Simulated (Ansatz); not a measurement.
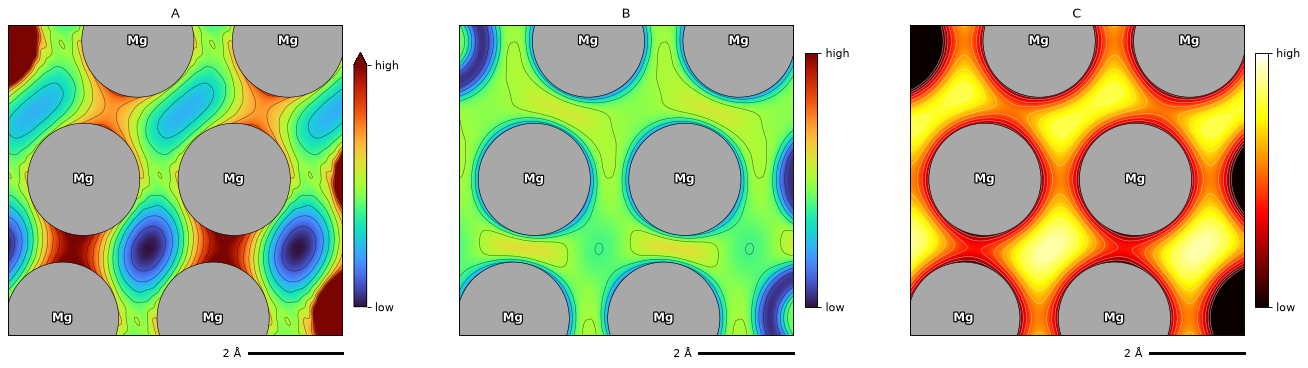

Mg: 3 fields on the (011̄) plane of the conventional cell, with unlabelled colour scales. Grey discs cover the atomic cores.

Space group P2₁/m; changed on purpose from its base cell (atom 1 (Mg) moved by (-0.450, +0.450) A along x and y).

These are results of DFT PBEsol, scalar-relativistic, plane waves, PAW (Ansatz), not measurements.

Input

```
crystal:
  lattice:
    - [3.2092715325, 0.0, 0.0]
    - [-1.6046357662, 2.7793106748, 0.0]
    - [0.0, 0.0, 5.21033]
  atoms:
    - { symbol: Mg, position: [0.274069922, 0.8285773174, 0.25] }
    - { symbol: Mg, position: [0.6666666667, 0.3333333333, 0.75] }
basis:
  ecutwfc: 420
kpoints:
  mp_grid: { grid: [18, 18, 10] }
hamiltonian:
  xc: pbesol
scf:
  occupations: { method: gaussian, width: 0.15 }
output:
  forces: true
  stress: true
  eigenvalues: true
  write_density: true
  write_potential: true
  elf: true
  volumetric_format: npy
```

Command:

```sh
ansatz run input.yaml --threads 1 --pin off --max-ram 2560MiB --backend cpu --events-out ev --progress --plain --runs-dir out
```

Below, planes, directions and counts refer to the conventional cell (a = 3.21 Å, b = 5.21 Å, c = 3.21 Å, α = 90.00°, β = 120.00°, γ = 90.00°).

Which field does each panel show? The fields are: electron localisation function, electrostatic potential energy of an electron and valence pseudo-density.

Panel A: valence pseudo-density. Panel B: electron localisation function. Panel C: electrostatic potential energy of an electron (low next to the atoms, rising into the space between them). From the grid: Mg–Mg (2.99 Å): ρ at the midpoint is about 0.11 e/Å³; the ELF reaches about 0.60 near the midpoint. Mg–Mg (3.16 Å): ρ is about 0.1 e/Å³ halfway; the ELF reaches about 0.55 near the midpoint.
